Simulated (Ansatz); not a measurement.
## Hf (space group Im-3m, No. 229): the states at the Fermi level

Input

```yaml
crystal:
  lattice:
    - [-1.805, 1.805, 1.805]
    - [1.805, -1.805, 1.805]
    - [1.805, 1.805, -1.805]
  atoms:
    - { symbol: Hf, position: [0.0, 0.0, 0.0] }
basis:
  ecutwfc: 420
kpoints:
  mp_grid: { grid: [16, 16, 16] }
hamiltonian:
  xc: pbe
scf:
  occupations: { method: gaussian, width: 0.05 }
output:
  forces: true
  eigenvalues: true
  eigenstates:
    nscf_kmesh: { grid: [34, 34, 34] }
    top_band: c6
    de_dk: true
    localisation: false
  stress: true
checkpoint:
  write: ck
  compress: false
  write_wavefunctions: false
  write_every: 100000
```

Run with:

```sh
ansatz run input.yaml --threads 1 --pin off --max-ram 3072MiB --backend cpu --events-out ev --progress --plain --runs-dir out
```

The calculation used Ansatz 0.2.0, DFT PBE, scalar-relativistic, plane waves, PAW; levels and slopes on a dense k mesh at the converged density. No spin polarisation. Mesh 34×34×34, interpolated with the band slopes. Unrelaxed database geometry (residual pressure −5 GPa).

Part 1: The sheets

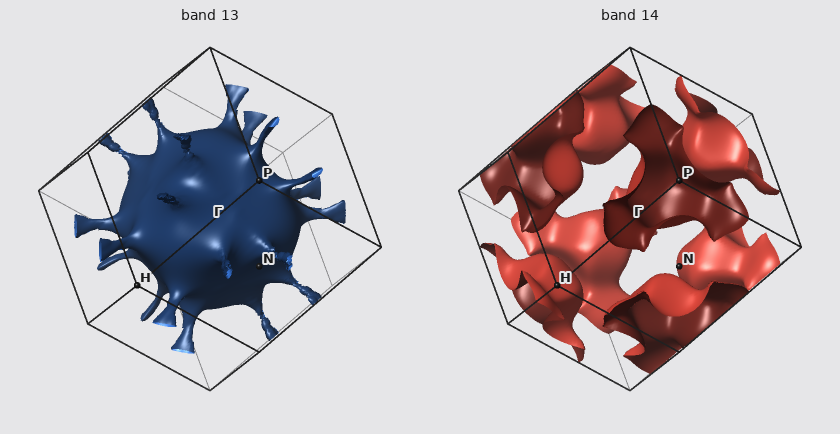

Computed Fermi surface of this crystal. Each panel holds one band. The brighter face of a sheet looks towards empty states.

Question: Describe the Fermi surface sheet by sheet.

Answer: Two bands cross the Fermi level; this is a three-dimensional metal.

Band 13: an open hole network that joins neighbouring zones in all directions (22 % of the zone).
Band 14: two electron pockets centred at P (each 11 % of the zone).
A pocket cut by a face of the zone is counted once with the part on the opposite face.
The shape of the surface of band 13 changes its kind within 0.04 eV of this level, so small parts may appear, vanish, join or separate.

Part 2: Speeds

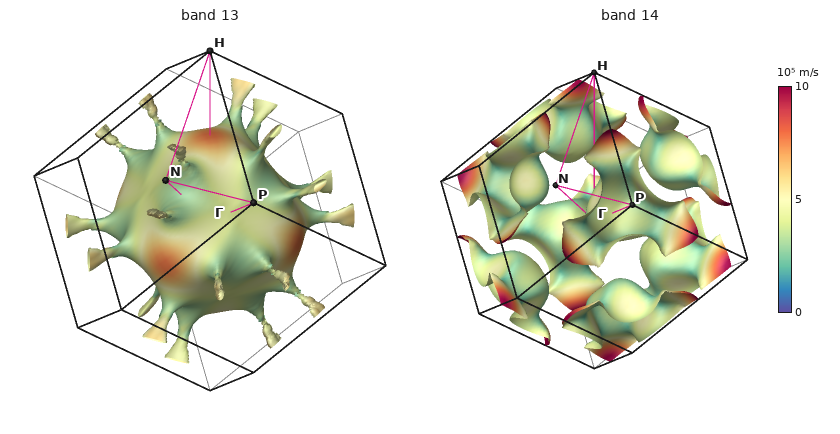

Fermi surface of this crystal, coloured by the Fermi speed.

Question: Give the range and mean of the Fermi speed for each band.

Answer: Band 13: 2.9 to 7.2 × 10⁵ m/s over most of the sheet, 4.0 × 10⁵ m/s on average over states. Band 14: 2.5 to 8.8 × 10⁵ m/s over most of the sheet, 3.8 × 10⁵ m/s on average over states.

Part 3: Cuts and bands

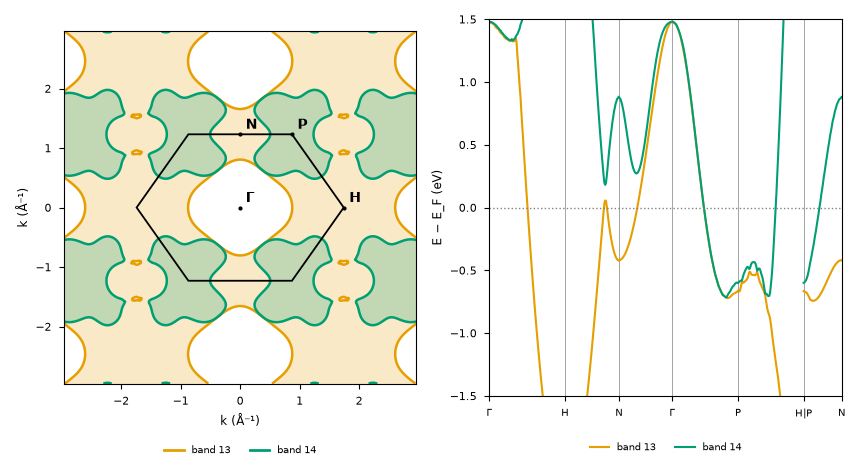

This crystal: cut through the Fermi surface in the plane through Γ, H and P, filled states shaded, and the bands that cross the Fermi level.

Question: Give each band's level at the labelled points, in eV from the Fermi level.

Answer:
| band | Γ | H | N |
| --- | --- | --- | --- |
| band 13 | +1.48 | below | −0.42 |
| band 14 | +1.48 | above | +0.88 |

Negative values are filled states; "above" and "below" lie outside the plotted window.

Part 4: Nesting

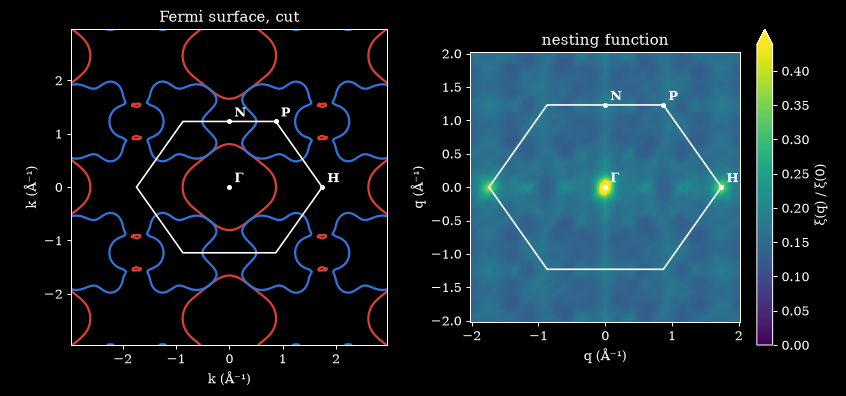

This crystal: a cut of the Fermi surface and the nesting function ξ(q) = Σ δ(ε_k) δ(ε_k+q) over all sheets (each δ a Gaussian as wide as the level changes between mesh points, at least 0.03 eV; heights depend on it), both in the plane through Γ, H and P.

Question: Where does the nesting function have its highest maximum apart from q = 0?

Answer: The highest maximum lies at H, at q = (−0.50, −0.50, 0.50) in units of the primitive reciprocal vectors. It reaches 0.40 of the value at q = 0, against a mean of 0.15. A peak of ξ alone doesn't prove an instability there.

Spin-orbit coupling is left out; with Hf it can split, shift or remove sheets. Necks and pockets thinner than about two mesh steps aren't resolved, so separate pockets may in truth be joined.

Cost: 20 s on 1 thread of Arm Neoverse V1, with other jobs on the host, peak memory 0.47 GiB.
